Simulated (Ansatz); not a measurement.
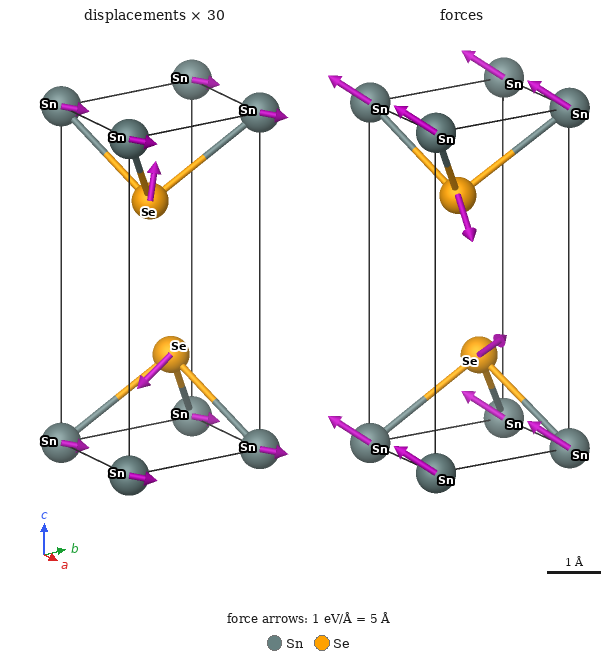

Left: crystalline SnSe₂ (built on the CdI2 type), with purple arrows for the displacements applied to it (without the part that the change of the cell carries along). Right: the displaced structure with the computed forces. Besides, the cell is strained by +1.8 % roughly along [0 3 −2], +1.0 % along [2 3 1], −2.5 % roughly along a (volume +0.3 %). The picture is a ball-and-stick view of the cell of the calculation, seen slightly off an axis.

The calculation used DFT r2SCAN, scalar-relativistic, plane waves, PAW (Ansatz). Set-up: plane-wave cutoff 500 eV; k-point mesh 10 × 10 × 6; occupations gaussian; smearing width 0.05 eV; no spin polarisation.

**Describe the distortion and the response.**

Atoms are displaced by 0.03 Å relative to the cell: Sn 0.02 Å roughly along [2 3 0]. No relaxation follows. It costs 7.9 meV per atom. Pressure: 0.1 GPa before, 0.9 GPa after. The principal stresses (compression positive) are 2.7 GPa roughly along [3 0 −1], 0.6 GPa along [1 1 1], −0.6 GPa roughly along [1 3 −1]. The largest force is 0.22 eV/Å, on a Se atom. The forces mostly point back along the displacements (cosine −0.79). The gap on the k-mesh: 1.03 eV before, 0.82 eV after. Among the bonded contacts that change: Se–Sn 2.718 → 2.656 to 2.738 Å. The space group (tolerance 0.01 Å) goes from P-3m1 (No. 164) to P1 (No. 1).

Limits of the set-up: layers or molecules are held without a dispersion correction, so their spacing is unreliable.
